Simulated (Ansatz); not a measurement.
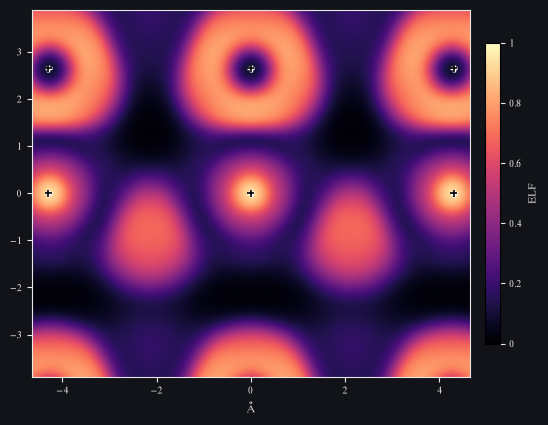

The electron localisation function on a plane through atoms (crosses mark nuclei in the plane).

These are results of DFT, PBE, plane-wave PAW, default files, scalar-relativistic, frozen cores (Ansatz), not measurements.

Candidates:
A. CdSe, a = 4.30 Å, b = 4.30 Å, c = 7.08 Å, α = 90.00°, β = 90.00°, γ = 120.00°. Space group P6₃mc; computed pressure about 2 GPa in this cell.
B. P, a = 5.58 Å, b = 11.03 Å, c = 11.17 Å, α = 94.68°, β = 99.83°, γ = 100.55°. Space group P-1.

Which system is this?

Answer. Candidate A: CdSe on the (010) plane of the conventional cell, which holds Cd and Se. Cd–Se (2.64 Å): the ELF is about 0.40 at the midpoint.
